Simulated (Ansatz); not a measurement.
# Ta(100) with 4 layers of random Ta-Ru, 2x2: scattering by chemical disorder

Wanted: resistance against the alloy's length, first Ta(100) with 4 layers of random Ta-Ru, 2x2.

Main program and level: Ansatz 0.2.0; Ansatz plane-wave DFT, PBE, PAW files; ballistic transport by layer matching (Landauer), zero bias; PAW set soft_1.

**1. Starting point**

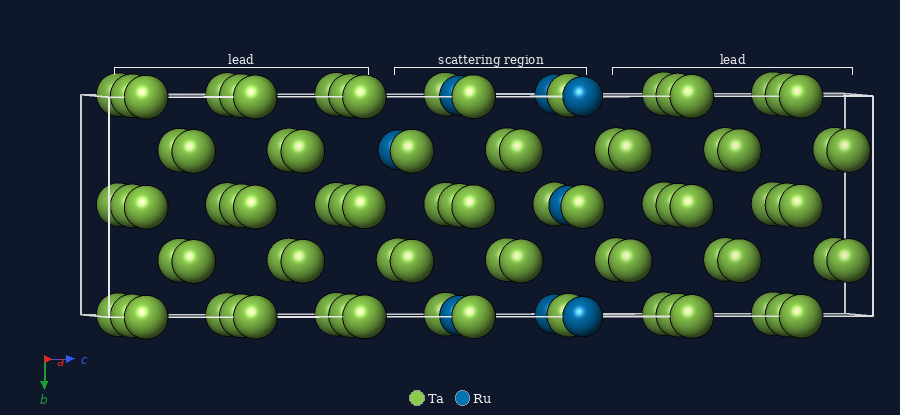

The cell as given, from the side, with the c axis across the page (tantalum green, ruthenium blue). Some periodic images of atoms are drawn too.

The cell holds 56 atoms: 52 Ta and 4 Ru. Cell: a = 6.605 Å, b = 6.605 Å, c = 23.118 Å, α = 90.0°, β = 90.0°, γ = 90.0°. It derives from Ta. Regions: lead, 40 atoms (40 Ta); scattering region, 16 atoms (4 Ru and 12 Ta). The structure is stacked along c, and the current runs across the ab planes.

**2. With 4 alloy layers**

In 4 layers a share of 0.25 of the sites is given to Ru at random. The layers about the cell's end stay perfect and serve as the lead. Disorder leaves little or no symmetry, which makes such runs dear. Energies from -0.05 to 0.05 eV in steps of 0.05 eV are too few for the program's thermal sum, so it prints no conductance; for a metal the transmission near the Fermi level serves, at a fraction of the cost.

The input, input.yaml:

```yaml
crystal:
  lattice:
    - [6.60512, 0.0, 0.0]
    - [0.0, 6.60512, 0.0]
    - [0.0, 0.0, 23.11792]
  atoms:
    - { symbol: Ta, position: [0.0, 0.0, 0.0357142857] }
    - { symbol: Ta, position: [0.0, 0.5, 0.0357142857] }
    - { symbol: Ta, position: [0.5, 0.0, 0.0357142857] }
    - { symbol: Ta, position: [0.5, 0.5, 0.0357142857] }
    - { symbol: Ta, position: [0.25, 0.25, 0.1071428571] }
    - { symbol: Ta, position: [0.25, 0.75, 0.1071428571] }
    - { symbol: Ta, position: [0.75, 0.25, 0.1071428571] }
    - { symbol: Ta, position: [0.75, 0.75, 0.1071428571] }
    - { symbol: Ta, position: [0.0, 0.0, 0.1785714286] }
    - { symbol: Ta, position: [0.0, 0.5, 0.1785714286] }
    - { symbol: Ta, position: [0.5, 0.0, 0.1785714286] }
    - { symbol: Ta, position: [0.5, 0.5, 0.1785714286] }
    - { symbol: Ta, position: [0.25, 0.25, 0.25] }
    - { symbol: Ta, position: [0.25, 0.75, 0.25] }
    - { symbol: Ta, position: [0.75, 0.25, 0.25] }
    - { symbol: Ta, position: [0.75, 0.75, 0.25] }
    - { symbol: Ta, position: [0.0, 0.0, 0.3214285714] }
    - { symbol: Ta, position: [0.0, 0.5, 0.3214285714] }
    - { symbol: Ta, position: [0.5, 0.0, 0.3214285714] }
    - { symbol: Ta, position: [0.5, 0.5, 0.3214285714] }
    - { symbol: Ru, position: [0.25, 0.25, 0.3928571429] }
    - { symbol: Ta, position: [0.25, 0.75, 0.3928571429] }
    - { symbol: Ta, position: [0.75, 0.25, 0.3928571429] }
    - { symbol: Ta, position: [0.75, 0.75, 0.3928571429] }
    - { symbol: Ta, position: [0.0, 0.0, 0.4642857143] }
    - { symbol: Ta, position: [0.0, 0.5, 0.4642857143] }
    - { symbol: Ru, position: [0.5, 0.0, 0.4642857143] }
    - { symbol: Ta, position: [0.5, 0.5, 0.4642857143] }
    - { symbol: Ta, position: [0.25, 0.25, 0.5357142857] }
    - { symbol: Ta, position: [0.25, 0.75, 0.5357142857] }
    - { symbol: Ta, position: [0.75, 0.25, 0.5357142857] }
    - { symbol: Ta, position: [0.75, 0.75, 0.5357142857] }
    - { symbol: Ru, position: [0.0, 0.0, 0.6071428571] }
    - { symbol: Ta, position: [0.0, 0.5, 0.6071428571] }
    - { symbol: Ta, position: [0.5, 0.0, 0.6071428571] }
    - { symbol: Ru, position: [0.5, 0.5, 0.6071428571] }
    - { symbol: Ta, position: [0.25, 0.25, 0.6785714286] }
    - { symbol: Ta, position: [0.25, 0.75, 0.6785714286] }
    - { symbol: Ta, position: [0.75, 0.25, 0.6785714286] }
    - { symbol: Ta, position: [0.75, 0.75, 0.6785714286] }
    - { symbol: Ta, position: [0.0, 0.0, 0.75] }
    - { symbol: Ta, position: [0.0, 0.5, 0.75] }
    - { symbol: Ta, position: [0.5, 0.0, 0.75] }
    - { symbol: Ta, position: [0.5, 0.5, 0.75] }
    - { symbol: Ta, position: [0.25, 0.25, 0.8214285714] }
    - { symbol: Ta, position: [0.25, 0.75, 0.8214285714] }
    - { symbol: Ta, position: [0.75, 0.25, 0.8214285714] }
    - { symbol: Ta, position: [0.75, 0.75, 0.8214285714] }
    - { symbol: Ta, position: [0.0, 0.0, 0.8928571429] }
    - { symbol: Ta, position: [0.0, 0.5, 0.8928571429] }
    - { symbol: Ta, position: [0.5, 0.0, 0.8928571429] }
    - { symbol: Ta, position: [0.5, 0.5, 0.8928571429] }
    - { symbol: Ta, position: [0.25, 0.25, 0.9642857143] }
    - { symbol: Ta, position: [0.25, 0.75, 0.9642857143] }
    - { symbol: Ta, position: [0.75, 0.25, 0.9642857143] }
    - { symbol: Ta, position: [0.75, 0.75, 0.9642857143] }
kpoints:
  mp_grid: { grid: [4, 4, 1] }
hamiltonian:
  xc: pbe
  pseudopotentials: { kind: paw, azcp: { folder: soft_1 } }
scf:
  occupations: { method: fermi_dirac, width: 0.1 }
output:
  transmission: { leads: [[0, 4]], kmesh: [8, 8], e_range: [-0.05, 0.05], de: 0.05 }
  write_potential: true
  write_density: true
  volumetric_format: npy
```

Started as:

```bash
$ ansatz run input.yaml --threads 4 --pin off --max-ram 15360MiB --backend cpu --events-out ev --progress --plain --runs-dir out
```

Numbers of over 12 decimals in the logs are rounded to 6 here.

What it wrote:

```text
Engine: ansatz 0.2.0, x86_64-unknown-linux-gnu
Pseudopotentials: kind: paw
Pseudopotential: Ta, paw, valence charge 13, recommended cutoff 420 eV (normal), soft_1/Ta.paw.azcp
Pseudopotential: Ru, paw, valence charge 16, recommended cutoff 420 eV (normal), soft_1/Ru.paw.azcp
Functional definition: PBE
  parameter kappa = 0.804
  parameter beta = 0.066725
  exchange = pbe_x(kappa = kappa, mu = beta*pi^2/3)
  correlation = pbe_c(beta = beta)
Crystal: 56 atoms, lattice volume = 1008.580 Å³
Basis set: ecut = 420 eV, 19677 PW (Γ)
Bands: 444, of which v1, the nominal top of the filled ones, is band 370 counted from 1 (369 counted from 0)
Symmetry: 2 space group operations
Space group: Cm (ITA 8), of the structure as read, at distance tolerance 1.0e-4 Å
k-points: 7 of 16 (time reversal used)
Non-local potential: Ta, projectors of the file, l = 0: 3, l = 1: 2, l = 2: 2, l = 3: 1
Non-local potential: Ru, projectors of the file, l = 0: 3, l = 1: 2, l = 2: 2, l = 3: 1
PAW form: soft (Blöchl's): semilocal exchange-correlation on the pseudo side does not see the compensation charge
PAW one-centre angular grid: Ta, 590 points (default); XC on 64 Gauss nodes
PAW one-centre angular grid: Ru, 590 points (default); XC on 64 Gauss nodes
Initial density: superposition of atomic densities (chi_scale 0.1, normalization cell, long waves of neutral atoms (reshape's long-wave potential 5.39 eV rms, cloud 3.16 Å wide))
Initial wavefunctions: pseudopotential atomic-orbital guess
Functional: x = pbe(κ = 0.804, μ = 0.219515), c = pbe(β = 0.066725)
SCF iter   1: F=—  HF=-540147.422855 eV  |F-HF|=—  |Δ(HF+E_count)|=         —  Δρ=1.78e-1  dr2=3.18e3  ethr=3.10e-3  ⟨swp⟩=6.9  Hψ=12846  notcnv=0  defer=3
preconditioner: auto → Kerker (q_TF=auto, 2.591 Å⁻¹)  [metal: Δε(μ)=0.028 eV  Ē_g=4.572 eV  σ=0.100 eV  W_gap=0.07  n_scr=294 (ndim 8)  ℏωp=20.0 eV  f_vac=0.000  D(μ)=43.20/eV (n_scr^D=348)]
SCF iter   2: F=—  HF=-540069.126148 eV  |F-HF|=—  |Δ(HF+E_count)|=    7.83e1  Δρ=1.05e-1  dr2=2.46e2  ethr=3.10e-3  ⟨swp⟩=8.9  Hψ=13935  notcnv=0  defer=129
SCF iter   3: F=—  HF=-540049.077237 eV  |F-HF|=—  |Δ(HF+E_count)|=    2.00e1  Δρ=2.51e-2  dr2=1.66e1  ethr=3.10e-3  ⟨swp⟩=6.7  Hψ=9780  notcnv=0  defer=108
SCF iter   4: F=—  HF=-540047.647005 eV  |F-HF|=—  |Δ(HF+E_count)|=    1.43e0  Δρ=9.42e-3  dr2=2.36e0  ethr=2.24e-3  ⟨swp⟩=4.1  Hψ=5378  notcnv=0  defer=99
SCF iter   5: F=—  HF=-540047.442650 eV  |F-HF|=—  |Δ(HF+E_count)|=   2.04e-1  Δρ=2.50e-3  dr2=1.95e-1  ethr=3.18e-4  ⟨swp⟩=2.3  Hψ=5345  notcnv=0  defer=99
SCF iter   6: F=—  HF=-540047.426823 eV  |F-HF|=—  |Δ(HF+E_count)|=   1.58e-2  Δρ=5.78e-4  dr2=1.68e-2  ethr=2.63e-5  ⟨swp⟩=1.3  Hψ=3036  notcnv=0  defer=99
SCF iter   7: F=—  HF=-540047.425346 eV  |F-HF|=—  |Δ(HF+E_count)|=   1.48e-3  Δρ=2.40e-4  dr2=3.65e-3  ethr=2.28e-6  ⟨swp⟩=1.4  Hψ=3089  notcnv=0  defer=99
SCF iter   8: F=—  HF=-540047.425103 eV  |F-HF|=—  |Δ(HF+E_count)|=   2.43e-4  Δρ=7.62e-5  dr2=4.96e-4  ethr=4.93e-7  ⟨swp⟩=2.0  Hψ=3309  notcnv=0  defer=99
SCF iter   9: F=—  HF=-540047.425021 eV  |F-HF|=—  |Δ(HF+E_count)|=   8.14e-5  Δρ=3.39e-5  dr2=8.12e-5  ethr=6.71e-8  ⟨swp⟩=1.4  Hψ=3026  notcnv=0  defer=99
SCF iter  10: F=—  HF=-540047.424378 eV  |F-HF|=—  |Δ(HF+E_count)|=   6.43e-4  Δρ=3.78e-6  dr2=2.16e-7  ethr=1.10e-8  ⟨swp⟩=2.1  Hψ=5263  notcnv=0  defer=99
SCF iter  11: F=-540047.424378 eV  HF=-540047.424378 eV  |F-HF|=1.08e-8  |Δ(HF+E_count)|=   2.56e-9  Δρ=7.38e-7  dr2=1.30e-8  ethr=1.35e-11  ⟨swp⟩=15.3  Hψ=13993  notcnv=0
SCF 1 converged in 11 iterations: F = -540047.424378 eV  dr2 = 1.30e-8
  greatest PAW one-centre occupation: 1.000 electrons in one spin orbital (limit 2), on the Ru atom at site 35 (counted from 0), in its partial waves of l = 0
transmission: 90 of 882 steps passed
transmission: 180 of 882 steps passed
[...]
transmission: 882 of 882 steps passed
SCF converged after 11 iterations
Free energy (F): -540047.424378 eV
Harris-Foulkes:  -540047.424378 eV  (|F-HF|=1.08e-8)
Internal energy: -540045.438371 eV  (E = F + TS)
E sigma→0 (E₀):  -540046.431375 eV
Entropy (-TS):   -1.986007 eV (-35.464 meV/atom)
Fermi energy:    18.429142 eV
--- Per-component energies (eV) ---
  E_band       = -6077.086440
  E_kinetic    = 22262.150151
  E_local      = -35505.480569  (includes V_loc(G=0)·N_el)
  E_nonlocal   = 1076.796446
  E_hartree    = 12791.792064
  E_xc         = -17372.898509
  E_vxc        = -12992.867876  (∫ρ·V_xc dr)
  E_paw        = -445845.472594  (= ΣΔE_a)
  E_vpaw       = -6501.273620  (= ΣTr[D̂ρ^β])
  E_aug_tail   = 0.007743  (compensation charges beyond the density's cutoff)
  E_ewald      = -77452.333103
  E_smearing   = -1.986007  (= −TS)
  E_closure    = 0.000000  (closes the sum)
  Σ components = -540047.424378   (vs F -540047.424378, Δ=0.00e0)
--- Band table (eV; the first three rows and the last of 7) ---
  k-point 0: bands = [... 366 lower, 19.0815, 19.0913, 19.1121, 19.1231, 19.1392, 19.1719, 19.1999, 19.2128, ... 70 higher]
  k-point 1: bands = [... 366 lower, 18.6912, 18.7071, 18.7221, 18.7919, 18.8307, 18.8428, 18.8626, 18.8787, ... 70 higher]
  k-point 2: bands = [... 366 lower, 18.2717, 18.2778, 18.3268, 18.3414, 18.3821, 18.4242, 18.4449, 18.4553, ... 70 higher]
  k-point 6: bands = [... 366 lower, 17.7697, 17.7868, 17.7877, 17.7963, 17.7975, 17.8028, 17.8117, 17.8235, ... 70 higher]
--- Transmission ---
  basis      : 377 plane waves across, 42 finite elements along
  points     : 21, standing for a mesh of 8 x 8
  energies   : 3 from -0.050000 to 0.050000 eV about the Fermi level, 0.050000 eV apart; the leads are filled to 0.000000 eV, and channels, transmission and decay are at 0.000000 eV
  crystal 0  : Ta4, at the sites [0, 4], period 1.6513 Å, over 16.51 Å; its Hamiltonian steps by up to 13.4 meV
    offset         : up to 0.0000 Å between an atom of the period and one for which it stands
    channels       : 1.048438e1 a spin
    conductance    : none, the energies end too early or step too widely for 300 K: set another output.transmission.e_range or a lower de, or, where they end at an eighth of basis.ecutwfc, a higher one
  junction   : crystal 0 to crystal 0, 0.70 to 22.16 Å
    transmission   : 5.006750e0 a spin
    conductance    : none, the energies end too early or step too widely for 300 K: set another output.transmission.e_range or a lower de, or, where they end at an eighth of basis.ecutwfc, a higher one
```

The job ended after 7 min (4 threads of Intel Xeon Platinum 8488C (Sapphire Rapids), shared host; peak memory 8.2 GiB; 23 min of CPU time).

Reading the cycles: dr2 is the Hartree energy of the density residual (eV), the measure of convergence; HF is the Harris–Foulkes estimate of the energy, which meets the free energy F at convergence.

This step gave:

```
free energy                                    : -540047.4244 eV
energy at zero smearing                        : -540046.4314 eV
Fermi energy                                   : 18.43 eV
cell area                                      : 43.63 Å²
transmission per spin nearest the Fermi level  : 5.007
open channels per spin nearest the Fermi level : 10.48
step of the lead's potential                   : 13.4 meV
```

Per spin. Table of transmission, zone mean by energy, zero at the Fermi level:

| energy (eV) | transmission, zone mean |
| --- | --- |
| -0.0500 | 5.11 |
| 0.0000 | 5.01 |
| 0.0500 | 4.84 |

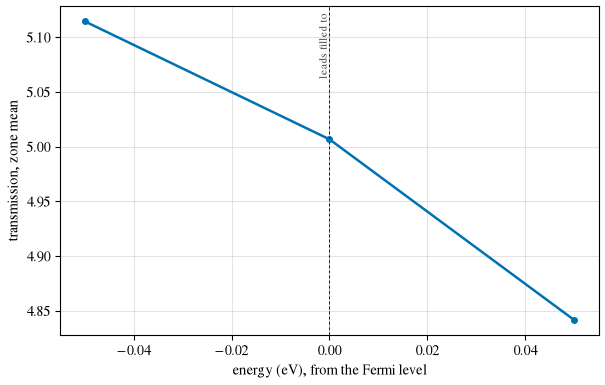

Transmission, zone mean, plotted against energy.

Per spin. The open channels, zone mean, lead by energy, zero at the Fermi level:

| energy (eV) | open channels, zone mean, lead |
| --- | --- |
| -0.0500 | 10.3 |
| 0.0000 | 10.5 |
| 0.0500 | 9.86 |

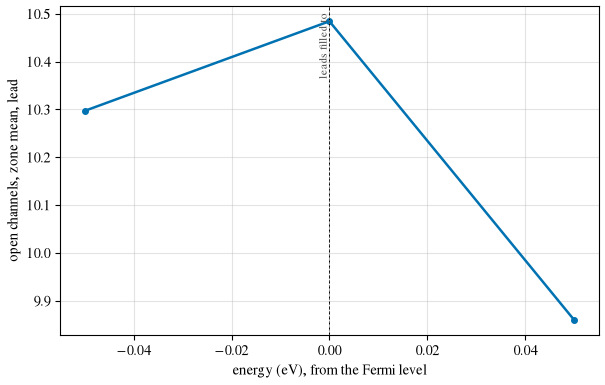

Open channels, zone mean, lead, plotted against energy.

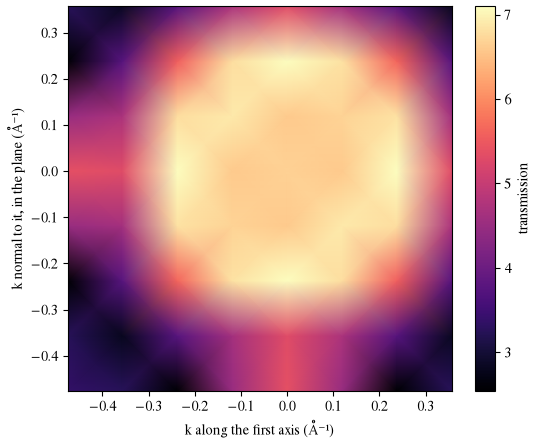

Transmission over k1 and k2. At 0.0000 eV from the Fermi level.

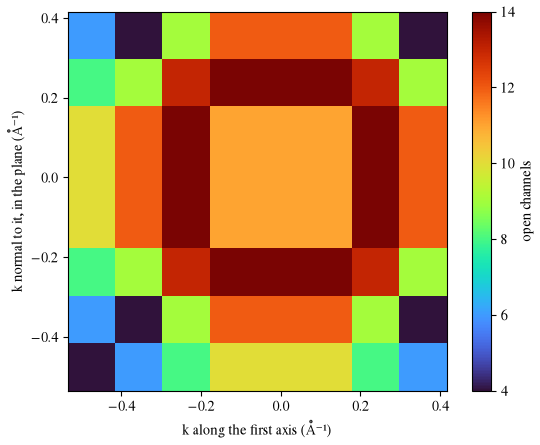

Open channels over k1 and k2. At 0.0000 eV from the Fermi level.

Over the solved energies the transmission per spin lies between 4.84 and 5.11, out of 10.2 channels of the lead on average (up to 10.5).

(Continued in part 2 of 2.)

[Logs are printed without paths, hosts, clocks, repeated set-up lines and the standing remarks that a program may print on its own settings, such as how far it seeks lower states.]

[Hosts, paths, dates, database ids (printed as entryN), source tags and the programs' standing remarks are cut or masked in the printed files.]
